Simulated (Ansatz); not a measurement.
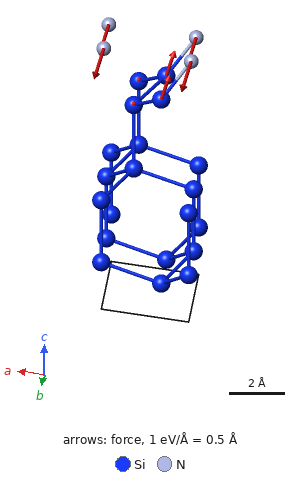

Starting geometry of a slab of composition Si$_{6}$N (cut from the Fd-3m phase) with the computed forces as red arrows. A ball-and-stick model of the 1 × 2 repeat of the cell, outlined in the plane, without the vacuum, seen from a free direction.

Case: N put at a bridge Si-Si site. The slab is the (1 1 1) face of Si with N on it. 3 atoms are held fixed.

Computed with DFT PBEsol, scalar-relativistic, plane waves, PAW in Ansatz. Settings: plane-wave cutoff 420 eV; k-point mesh 9 × 9 × 1; occupations gaussian; smearing width 0.05 eV; collinear spin; dipole correction; atoms relaxed in a fixed cell; force threshold 0.03 eV/Å; at most 70 steps.

Question: What follows when this structure is relaxed?

Answer: It isn't relaxed: the largest force vector, on the N atom, is 2.48 eV/Å. The final displacements have little in common with the starting forces (cosine between the two patterns 0.29). The largest move is that of the N atom, 1.17 Å at 49° to the normal (−c side). Largest moves by element: N 1.17 Å, Si 0.71 Å. The cell stays as it was. Among the contacts that change: N–Si 2.405 → 1.763 Å, Si–Si 2.318 → 2.516 Å, N–Si 1.833 → 1.665 Å, Si–Si 2.412 → 2.352 Å. New bonds form: N–Si (2.41 → 1.76 Å). Bond angles that change, for instance: Si–Si–Si 109.0° → 92.2°, Si–Si–Si 106.9° → 90.2°, Si–Si–Si 106.9° → 116.3°. Over 8 accepted moves (9 points after the start) the energy falls by 1.963 eV per cell of the calculation. Largest force component: 2.4 eV/Å at the start, 0.028 eV/Å at the end. 1 step only repeated the SCF at the same geometry.

Limits of the set-up: the periodic images lie only 3.8 Å apart, so the values are limited by the cell's size.
